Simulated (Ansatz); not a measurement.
## Geometry relaxation of MoSi2

MoSi2 (P6₃/mmc, 6 atoms in the cell), computed with DFT, r2SCAN+rVV10, plane waves, PAW, no spin polarisation (Ansatz 0.2.0).

The structure was built on a prototype by a generator. The geometry comes from this level: PBEsol. Figures and captions count atoms from 1; the log counts them from 0 in places.

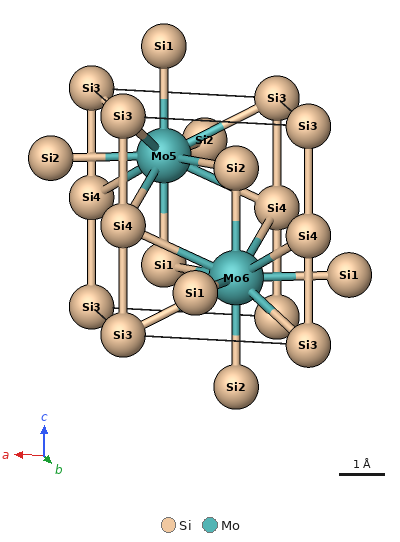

The starting structure (ball-and-stick view of the cell of the calculation, seen at an oblique angle; bonded neighbours outside the cell are drawn too; atoms are numbered from 1 in the order of the input). An atom can appear more than once, as a periodic image.

Input:
```yaml
crystal:
  lattice:
    - [4.4275039711, -3.1e-09, 0.0]
    - [-2.2137519829, 3.8343309159, 0.0]
    - [0.0, 0.0, 4.9315794741]
  atoms:
    - { symbol: Si, position: [0.6666666667, 0.3333333333, 0.25] }
    - { symbol: Si, position: [0.3333333333, 0.6666666667, 0.75] }
    - { symbol: Si, position: [0.0, 0.0, 0.0] }
    - { symbol: Si, position: [0.0, 0.0, 0.5] }
    - { symbol: Mo, position: [0.6666666667, 0.3333333333, 0.75] }
    - { symbol: Mo, position: [0.3333333333, 0.6666666667, 0.25] }
kpoints:
  mp_grid: { grid: [6, 6, 6] }
hamiltonian:
  xc: r2scan
  dispersion: rvv10
scf:
  occupations: { method: fermi_dirac, width: 0.03 }
relax:
  f_tol: 0.01
  cell: {}
  max_steps: 120
```

Hardware: 2 threads of Arm Neoverse V2, 24 GiB of memory available, shared host.

Launched with:
```bash
ansatz run input.yaml --threads 2 --pin off --max-ram 2211MiB --backend cpu --events-out ev --progress --plain --runs-dir out
```

The program's output:
```
Engine: ansatz 0.2.0, aarch64-unknown-linux-gnu
Pseudopotentials: kind: paw
Pseudopotential: Si, paw, valence charge 4, recommended cutoff 500 eV (meta_gga), Si.paw.azcp
Pseudopotential: Mo, paw, valence charge 14, recommended cutoff 500 eV (meta_gga), Mo.paw.azcp
Functional definition: r2SCAN+rVV10
  parameter k0 = 0.174
  parameter k1 = 0.065
  parameter a1 = 4.9479
  exchange = r2scan_x(k0 = k0, k1 = k1, a1 = a1)
  correlation = r2scan_c + rvv10(11.95, 0.0093)
Crystal: 6 atoms, lattice volume = 83.721 Å³
Basis set: ecut = 500 eV, 2117 PW (Γ), exchange–correlation on 160×160×180 points (64 copies of the dense FFT grid, shifted against one another)
Bands: 28, of which v1, the nominal top of the filled ones, is band 22 counted from 1 (21 counted from 0)
Symmetry: 24 space group operations
Space group: P63/mmc (ITA 194), of the structure as read, at distance tolerance 4.4e-5 Å
k-points: 28 of 216
Non-local potential: Si, projectors of the file, l = 0: 2, l = 1: 2, l = 2: 2
Non-local potential: Mo, projectors of the file, l = 0: 3, l = 1: 2, l = 2: 2, l = 3: 1
PAW form: soft (Blöchl's): semilocal exchange-correlation on the pseudo side does not see the compensation charge
rVV10 density: all electrons in the spheres
PAW frozen core: Si, regenerated for the run's functional (the file was generated under x = pbe(κ = 0.804, μ = 0.2195149727645171), c = pbe(β = 0.06672455060314922))
PAW frozen core: Mo, regenerated for the run's functional (the file was generated under x = pbe(κ = 0.804, μ = 0.2195149727645171), c = pbe(β = 0.06672455060314922))
PAW one-centre angular grid: Si, 302 points (default); XC on 160 Gauss nodes
PAW one-centre angular grid: Mo, 590 points (default); XC on 160 Gauss nodes
Initial density: superposition of atomic densities (neutral atoms: chi_scale 0, normalization atom), corrected by the library's trained network
Initial wavefunctions: pseudopotential atomic-orbital guess
Functional: x = r2scan, c = r2scan + rvv10(b = 11.95, C = 0.0093); τ floored in thin density (d = 2e-4 eV/Å³)
SCF iter   1: F=—  HF=-12484.551197 eV  |F-HF|=—  |Δ(HF+E_count)|=         —  Δρ=1.60e-2  dr2=1.97e-1  dr2_τ=6.28e-2  ethr=1.77e-3  ⟨swp⟩=6.5  Hψ=3670  notcnv=0
preconditioner: auto → Kerker (q_TF=auto, 2.451 Å⁻¹)  [metal: Δε(μ)=0.029 eV  Ē_g=6.780 eV  σ=0.030 eV  W_gap=0.23  n_scr=20 (ndim 8)  ℏωp=21.5 eV  f_vac=0.000  D(μ)=4.94/eV (n_scr^D=52)]
SCF iter   2: F=—  HF=-12484.589506 eV  |F-HF|=—  |Δ(HF+E_count)|=   3.83e-2  Δρ=7.67e-3  dr2=1.85e-2  dr2_τ=6.45e-3  ethr=4.47e-4  ⟨swp⟩=2.8  Hψ=1649  notcnv=0  defer=4
SCF iter   3: F=—  HF=-12484.596256 eV  |F-HF|=—  |Δ(HF+E_count)|=   6.75e-3  Δρ=3.92e-3  dr2=5.20e-3  dr2_τ=1.79e-4  ethr=4.21e-5  ⟨swp⟩=2.0  Hψ=888  notcnv=0  defer=4
SCF iter   4: F=—  HF=-12484.598369 eV  |F-HF|=—  |Δ(HF+E_count)|=   2.11e-3  Δρ=3.22e-4  dr2=4.58e-5  dr2_τ=2.33e-6  ethr=1.18e-5  ⟨swp⟩=3.0  Hψ=1529  notcnv=0  defer=4
SCF iter   5: F=—  HF=-12484.598395 eV  |F-HF|=—  |Δ(HF+E_count)|=   2.63e-5  Δρ=3.96e-5  dr2=9.69e-7  dr2_τ=1.48e-7  ethr=1.04e-7  ⟨swp⟩=2.0  Hψ=1176  notcnv=0  defer=4
SCF iter   6: F=—  HF=-12484.598395 eV  |F-HF|=—  |Δ(HF+E_count)|=   1.52e-7  Δρ=9.46e-6  dr2=1.04e-7  dr2_τ=1.14e-8  ethr=2.27e-10  ⟨swp⟩=4.9  Hψ=2919  notcnv=0
SCF iter   7: F=-12484.598395 eV  HF=-12484.598395 eV  |F-HF|=4.31e-10  |Δ(HF+E_count)|=   5.79e-9  Δρ=1.58e-6  dr2=1.34e-9  dr2_τ=2.66e-10  ethr=2.27e-10  ⟨swp⟩=4.0  Hψ=2469  notcnv=0
SCF 1 converged in 7 iterations: F = -12484.598395 eV  dr2 = 1.34e-9
  greatest PAW one-centre occupation: 0.997 electrons in one spin orbital (limit 2), on the Mo atom at site 5 (counted from 0), in its partial waves of l = 0
relax step   1: F+E_penalty+E_count = -12484.59839514 eV  Δ(F+E_penalty+E_count) = +0.000e0 eV  max|allowed force component| = 1.064e-16 eV/Å  Δτ_max = 0.0000 Å  P = -0.059 GPa  Ω = 83.721 Å³  (7 SCF iters, dr2 threshold 1.00e-7 eV, accepted)
Crystal: 6 atoms, lattice volume = 83.696 Å³
rVV10 density: all electrons in the spheres
Initial density: handed on by an earlier stage of this run
Initial wavefunctions: those handed on with the density
iter 1 solved again at ethr=3.13e-9 eV; its pass at ethr=3.10e-3 eV (dr2=1.38e-6 eV) is discarded
SCF iter   1: F=—  HF=-12484.598410 eV  |F-HF|=—  |Δ(HF+E_count)|=         —  Δρ=4.56e-5  dr2=1.65e-6  dr2_τ=6.20e-6  ethr=3.13e-9  ⟨swp⟩=3.1  Hψ=4295  notcnv=0
preconditioner: auto → Kerker (q_TF=auto, 2.451 Å⁻¹)  [metal: Δε(μ)=0.028 eV  Ē_g=6.744 eV  σ=0.030 eV  W_gap=0.23  n_scr=20 (ndim 8)  ℏωp=21.5 eV  f_vac=0.000  D(μ)=3.93/eV (n_scr^D=28)]
SCF iter   2: F=—  HF=-12484.598416 eV  |F-HF|=—  |Δ(HF+E_count)|=   6.18e-6  Δρ=2.76e-5  dr2=6.04e-7  dr2_τ=1.58e-8  ethr=3.13e-9  ⟨swp⟩=2.0  Hψ=1399  notcnv=0
SCF iter   3: F=—  HF=-12484.598416 eV  |F-HF|=—  |Δ(HF+E_count)|=   6.01e-8  Δρ=1.23e-5  dr2=2.08e-7  dr2_τ=3.67e-8  ethr=1.37e-9  ⟨swp⟩=2.1  Hψ=1107  notcnv=0
SCF iter   4: F=-12484.598416 eV  HF=-12484.598416 eV  |F-HF|=5.21e-9  |Δ(HF+E_count)|=   3.37e-8  Δρ=3.10e-6  dr2=1.08e-8  dr2_τ=1.88e-9  ethr=1.49e-10  ⟨swp⟩=3.0  Hψ=2910  notcnv=0
SCF 2 converged in 4 iterations: F = -12484.598416 eV  dr2 = 1.08e-8
relax step   2: F+E_penalty+E_count = -12484.59841630 eV  Δ(F+E_penalty+E_count) = -2.116e-5 eV  max|allowed force component| = 1.033e-16 eV/Å  Δτ_max = 0.0000 Å  P = +0.002 GPa  Ω = 83.696 Å³  energy of the carried Pulay correction = +6.024e-6 eV  (4 SCF iters, dr2 threshold 6.56e-8 eV, accepted)
rVV10 density: all electrons in the spheres
Initial wavefunctions: pseudopotential atomic-orbital guess (no wavefunctions were taken with the density)
iter 1 solved again at ethr=3.31e-7 eV; its pass at ethr=3.10e-3 eV (dr2=1.45e-4 eV) is discarded
SCF iter   1: F=—  HF=-12484.598409 eV  |F-HF|=—  |Δ(HF+E_count)|=         —  Δρ=3.32e-6  dr2=1.22e-8  dr2_τ=1.29e-9  ethr=3.31e-7  ⟨swp⟩=3.0  Hψ=5648  notcnv=0
eigensolver tolerance schedule: the retry pair's looser diagonalisation over-reported the residual by 11954.35 of it (diagonalisation noise at an unbounded share of the residual, at the tolerance the schedule requests for it); recorded, not acted on — ethr = c·dr2/N_el stays at c = 1.0e-1
preconditioner: auto → Kerker (q_TF=auto, 2.451 Å⁻¹)  [metal: Δε(μ)=0.028 eV  Ē_g=6.744 eV  σ=0.030 eV  W_gap=0.23  n_scr=20 (ndim 8)  ℏωp=21.5 eV  f_vac=0.000  D(μ)=3.92/eV (n_scr^D=28)]
SCF iter   2: F=—  HF=-12484.598410 eV  |F-HF|=—  |Δ(HF+E_count)|=   6.33e-7  Δρ=1.92e-6  dr2=2.63e-9  dr2_τ=3.62e-10  ethr=2.77e-11  ⟨swp⟩=2.7  Hψ=1486  notcnv=0
SCF iter   3: F=—  HF=-12484.598410 eV  |F-HF|=—  |Δ(HF+E_count)|=  1.26e-10  Δρ=7.98e-7  dr2=7.63e-10  dr2_τ=1.06e-10  ethr=5.98e-12  ⟨swp⟩=2.1  Hψ=1349  notcnv=0
SCF iter   4: F=-12484.598410 eV  HF=-12484.598410 eV  |F-HF|=3.64e-12  |Δ(HF+E_count)|=  1.11e-10  Δρ=1.54e-7  dr2=1.24e-11  dr2_τ=2.23e-12  ethr=1.00e-12  ⟨swp⟩=3.1  Hψ=3089  notcnv=0
SCF 3 converged in 4 iterations: F = -12484.598410 eV  dr2 = 1.24e-11
relax step   3: F+E_penalty+E_count = -12484.59841008 eV  Δ(F+E_penalty+E_count) = +6.226e-6 eV  max|allowed force component| = 1.264e-16 eV/Å  Δτ_max = 0.0000 Å  P = +0.002 GPa  Ω = 83.696 Å³  stress off target by 2.94e-2 GPa  SCF on the basis re-selected at this cell (its energy is not comparable with the rows above)  (4 SCF iters)
```

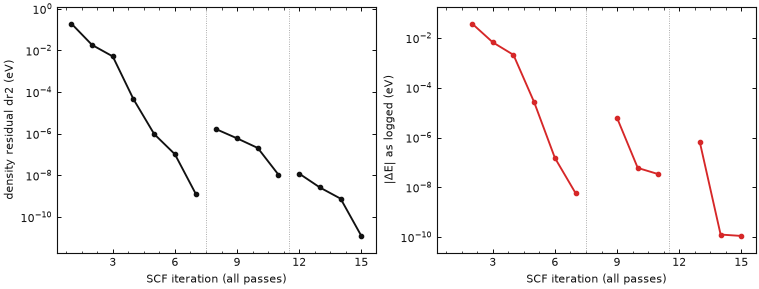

Convergence of the self-consistent field: density residual dr2 and size of the energy change against the SCF iteration. The dotted lines part the SCF passes of the relaxation: geometry steps, rejected trials and re-solves on a re-selected basis. The passes take 7, 4 and 4 iterations.

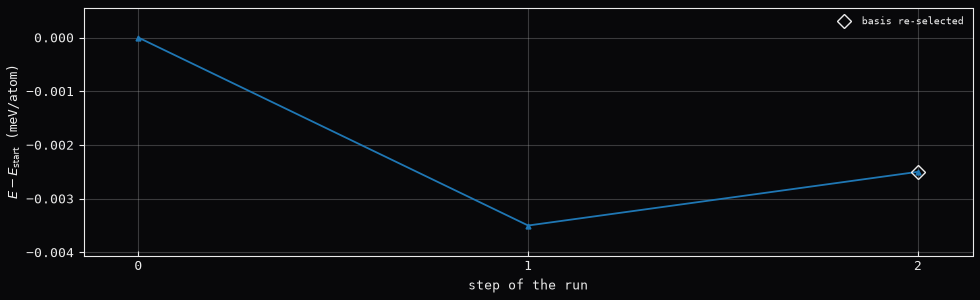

Progress of the relaxation, step by step (the first geometry is step 0 here and step 1 in the log). No atom moves by more than 0.005 Å relative to the cell. The space group stays P6_3/mmc (No. 194). Over 1 geometry step the energy falls by next to nothing (0.0 meV per atom). All forces vanish by symmetry, so only the cell relaxes. The pressure goes from −0.06 to 0.00 GPa. A last SCF at the same geometry on a re-selected plane-wave basis shifts the energy by +0.0 meV per atom. (Atoms are counted from 1 in the order of the input.)

```
basis re-selected at this cell: Δ(F+E_penalty+E_count) = +6.226e-6 eV, ΔP = +0.000 GPa vs the last step (what re-selecting the basis moved, of the pressure what is left beyond the Pulay correction that the steps carried, after the strain that the cell walked since its last selection, with what the two solves' SCF thresholds leave and, on support functions, any second-order correction that the steps lacked; it is no measure of the basis error at this ecutwfc). This SCF's stress stands 2.94e-2 GPa from its target on what of the cell is left free (relax.cell.stress_tol is 5.00e-2 GPa) and its largest allowed force component is 1.26e-16 eV/Å (relax.f_tol is 1.00e-2 eV/Å): within both
SCF converged after 4 iterations
Free energy (F): -12484.598410 eV
Harris-Foulkes:  -12484.598410 eV  (|F-HF|=3.64e-12)
Internal energy: -12484.586514 eV  (E = F + TS)
E sigma→0 (E₀):  -12484.592462 eV
Entropy (-TS):   -0.011896 eV (-1.983 meV/atom)
Fermi energy:    15.701064 eV
--- Per-component energies (eV) ---
  E_band       = -147.060615
  E_kinetic    = 1058.050831
  E_local      = -2314.728592  (includes V_loc(G=0)·N_el)
  E_nonlocal   = 384.414731
  E_hartree    = 851.983947
  E_xc         = -564.294819
  E_vxc        = -722.208938  (∫ρ·V_xc dr)
  E_paw        = -8512.704549  (= ΣΔE_a)
  E_vpaw       = -299.902622  (= ΣTr[D̂ρ^β])
  E_aug_tail   = 0.000017  (compensation charges beyond the density's cutoff)
  E_vtau       = 43.346179  (kinetic-family band-sum trace: ∫τ·v_τ [+ j·A + Jᵃ·Aᵃ] dr)
  E_ewald      = -3386.559941
  E_core_change = -0.748139  (= ΣΔE_core)
  E_smearing   = -0.011896  (= −TS)
  E_closure    = -0.000000  (closes the sum)
  Σ components = -12484.598410   (vs F -12484.598410, Δ=0.00e0)
--- Forces (eV/Å), atoms counted from 1 ---
  atom   1  Si    -0.00000000     0.00000000     0.00000000
  atom   2  Si     0.00000000    -0.00000000     0.00000000
  atom   3  Si     0.00000000    -0.00000000     0.00000000
  atom   4  Si     0.00000000     0.00000000     0.00000000
  atom   5  Mo    -0.00000000     0.00000000     0.00000000
  atom   6  Mo     0.00000000    -0.00000000     0.00000000
  max |Σ_I F_I| component: 3.70e-17 eV/Å
--- Stress (GPa, compression-positive) ---
        0.017150       0.000000       0.000000
       -0.000000       0.017150       0.000000
        0.000000       0.000000      -0.029412
  P = ⅓ Tr σ = 0.0016 GPa (0.016 kbar)
--- Relaxed structure (2 steps of the walk, 2 accepted, 1 SCFs on fresh bases) ---
  F+E_penalty+E_count = -12484.59841008 eV   max|allowed force component| = 1.264e-16 eV/Å   (the final SCF, on the basis selected at the relaxed cell)
  cell:  # Å, volume = 83.6960 Å³
    - [4.42751053194799, -3.079982895735169e-9, 0.0]
    - [-2.2137552633066515, 3.834336597730104, 0.0]
    - [0.0, 0.0, 4.93008843664858]
  atoms:
    - { symbol: Si, position: [0.6666666666666667, 0.3333333333333333, 0.25] }
    - { symbol: Si, position: [0.33333333333333337, 0.6666666666666666, 0.75] }
    - { symbol: Si, position: [5.1962561625229534e-36, 7.673810729288896e-36, 0.0] }
    - { symbol: Si, position: [1.0430735621504858e-37, -6.976191567448442e-37, 0.5] }
    - { symbol: Mo, position: [0.6666666666666667, 0.3333333333333333, 0.75] }
    - { symbol: Mo, position: [0.33333333333333337, 0.6666666666666666, 0.25] }
```

Trajectory as extended XYZ (Å, eV, eV/Å), 3 frames, from step=1 to step=3:
```
6
Lattice="4.4275 0.0000 0.0000 -2.2138 3.8343 0.0000 0.0000 0.0000 4.9316" Properties=species:S:1:pos:R:3:forces:R:3 step=1 energy=-12484.59840 pressure_GPa=-0.06
Si    2.2138    1.2781    1.2329    0.0000   0.0000   0.0000
Si    0.0000    2.5562    3.6987    0.0000   0.0000   0.0000
Si    0.0000    0.0000    0.0000    0.0000   0.0000   0.0000
Si    0.0000    0.0000    2.4658    0.0000   0.0000   0.0000
Mo    2.2138    1.2781    3.6987    0.0000   0.0000   0.0000
Mo    0.0000    2.5562    1.2329    0.0000   0.0000   0.0000
6
Lattice="4.4275 0.0000 0.0000 -2.2138 3.8343 0.0000 0.0000 0.0000 4.9301" Properties=species:S:1:pos:R:3:forces:R:3 step=2 energy=-12484.59842 pressure_GPa=0.00
Si    2.2138    1.2781    1.2325    0.0000   0.0000   0.0000
Si    0.0000    2.5562    3.6976    0.0000   0.0000   0.0000
Si    0.0000    0.0000    0.0000    0.0000   0.0000   0.0000
Si    0.0000    0.0000    2.4650    0.0000   0.0000   0.0000
Mo    2.2138    1.2781    3.6976    0.0000   0.0000   0.0000
Mo    0.0000    2.5562    1.2325    0.0000   0.0000   0.0000
6
Lattice="4.4275 0.0000 0.0000 -2.2138 3.8343 0.0000 0.0000 0.0000 4.9301" Properties=species:S:1:pos:R:3:forces:R:3 step=3 energy=-12484.59841 pressure_GPa=0.00
Si    2.2138    1.2781    1.2325    0.0000   0.0000   0.0000
Si    0.0000    2.5562    3.6976    0.0000   0.0000   0.0000
Si    0.0000    0.0000    0.0000    0.0000   0.0000   0.0000
Si    0.0000    0.0000    2.4650    0.0000   0.0000   0.0000
Mo    2.2138    1.2781    3.6976    0.0000   0.0000   0.0000
Mo    0.0000    2.5562    1.2325    0.0000   0.0000   0.0000
```

Results in brief:

- outcome: converged
- space group (tolerance 0.01 Å): P6₃/mmc (194)
- electrons treated: 44
- free energy: −12484.5984 eV
- Fermi energy: 15.701 eV
- pressure: 0.00 GPa
- final volume: 83.70 Å³
- largest force (length of the vector) at the end: under 0.001 eV/Å
- final cell: a = 4.428 Å, b = 4.428 Å, c = 4.930 Å, α = 90.00°, β = 90.00°, γ = 120.00°
- wall time: 16 s (CPU time 31 s)
- peak memory: 0.73 GiB
